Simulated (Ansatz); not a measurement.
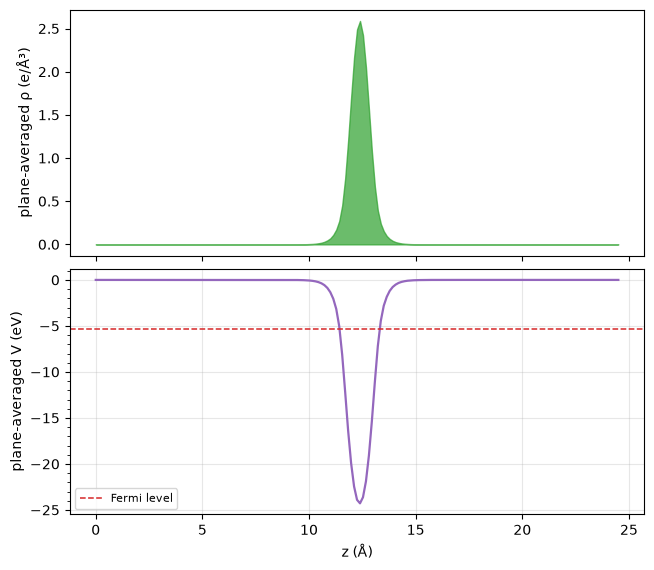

The picture shows: Au. Plane average of the electrostatic potential energy of an electron and of the valence charge density (pseudo) across the slab.

A structure generated by program, which may or may not match a known phase; computed without spin polarisation.

These are results of Ansatz 0.2.0, DFT PBE, scalar-relativistic, plane waves, PAW, not measurements.

In a PAW calculation such maps are meaningful between the atoms, not at the nuclei.

How far below the vacuum level is the Fermi level?

The potential is flat in the vacuum, 5.29 eV above the Fermi level; this is the work function, the same on both faces.

How thick is the slab, and how wide the vacuum?

The outermost nuclei are 0.0 Å apart, in 1 atomic plane; the vacuum between periodic images is 24.6 Å wide.
